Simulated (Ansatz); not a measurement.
Input file:

```
crystal:
  lattice:
    - [2.9460232543, -3.4604114326, 0.0]
    - [2.9460232543, 3.4604114326, 0.0]
    - [0.0, 0.0, 4.255612128]
  atoms:
    - { symbol: Ti, position: [0.0, 0.5, 0.0] }
    - { symbol: Ti, position: [0.5, 0.0, 0.0] }
    - { symbol: Ti, position: [0.6778332301, 0.3221667699, 0.5] }
    - { symbol: Ti, position: [0.3221667699, 0.6778332301, 0.5] }
    - { symbol: B, position: [0.0, 0.0, 0.5] }
    - { symbol: B, position: [0.5, 0.5, 0.0] }
basis:
  ecutwfc: 420
kpoints:
  mp_grid: { grid: [8, 8, 10] }
hamiltonian:
  xc: pbe
scf:
  occupations: { method: gaussian, width: 0.1 }
output:
  forces: true
  stress: true
  eigenvalues: true
  write_density: true
  write_potential: true
  elf: true
  volumetric_format: npy
relax:
  adjacent_minimum: "off"
  f_tol: 0.01
  max_steps: 80
  cell: { stress_tol: 0.05 }
```

Command:

```sh
ansatz run input.yaml --threads 1 --pin off --max-ram 2560MiB --backend cpu --events-out ev --progress --plain --runs-dir out
```

Below, planes, directions and counts refer to the conventional cell (a = 5.94 Å, b = 6.92 Å, c = 4.24 Å, α = 90.00°, β = 90.00°, γ = 90.00°).

The fields are those of the run's last geometry, not of the input's.

Space group Cmmm; a structure generated by program, which may or may not match a known phase; computed without spin polarisation.

All numbers below come from DFT PBE, scalar-relativistic, plane waves, PAW (Ansatz).

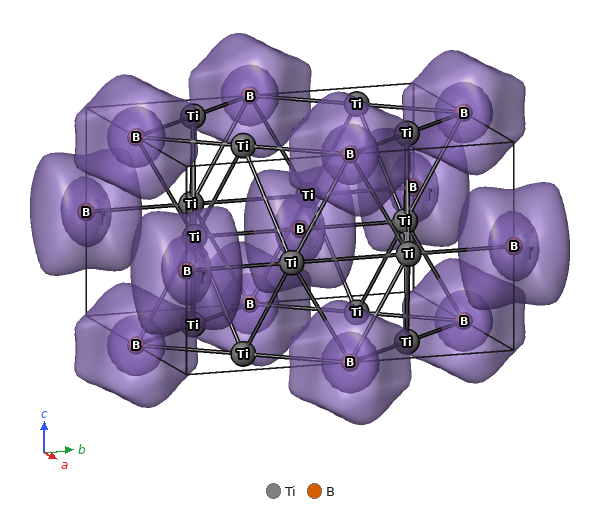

Ti$_{2}$B. Isosurface of the ELF at 0.6 (purple), seen slightly off an axis. Core shells and regions of very low density are left out. Sticks mark near contacts.

Core electrons are frozen (PAW), and the valence fields are smoothed inside the atomic spheres.

### Where are the electrons localised?

At this value the surface marks out four regions wrapped around B (the valence shell of each), counted in one cell of 12 atoms. Regions shared between cells count once. Profiles from the grid: Ti–B (2.22 Å): the ELF peaks at about 0.85 in the valence shell of B, 0.7 Å from its nucleus, and is about 0.35 at the midpoint. Ti–Ti (2.47 Å): the ELF is about 0.20 at the midpoint: no shared electron pair shows on this line.

### Does the calculation make it a metal, or give it a gap?

It is metallic or semimetallic at this level of theory: no gap opens.
